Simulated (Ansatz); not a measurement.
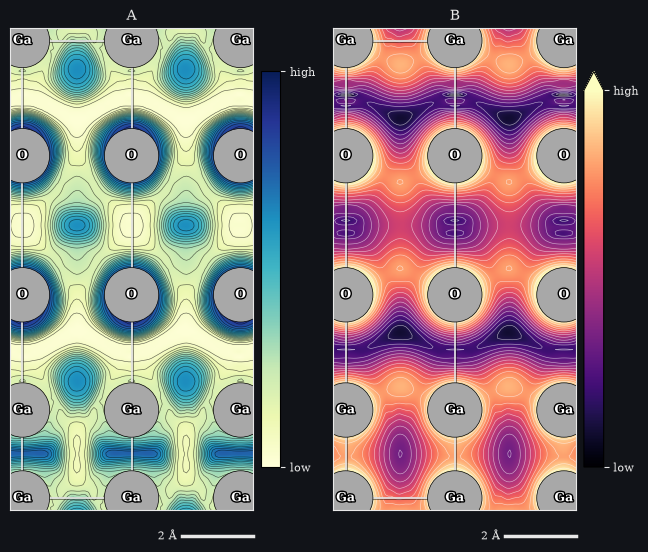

GaO: 2 fields on the (100) plane of the conventional cell, with unlabelled colour scales. Grey discs cover the atomic cores.

Space group P6₃/mmc.

All numbers below come from Ansatz, DFT PBEsol, scalar-relativistic, plane waves, PAW.

**Match the panels to the quantities (electron localisation function and valence pseudo-density).**

Panel A: electron localisation function. Panel B: valence pseudo-density. From the grid: Ga–Ga (2.48 Å): ρ at the midpoint is about 0.45 e/Å³; the ELF peaks at about 0.75 between the atoms, as expected for localised, covalent bonding.
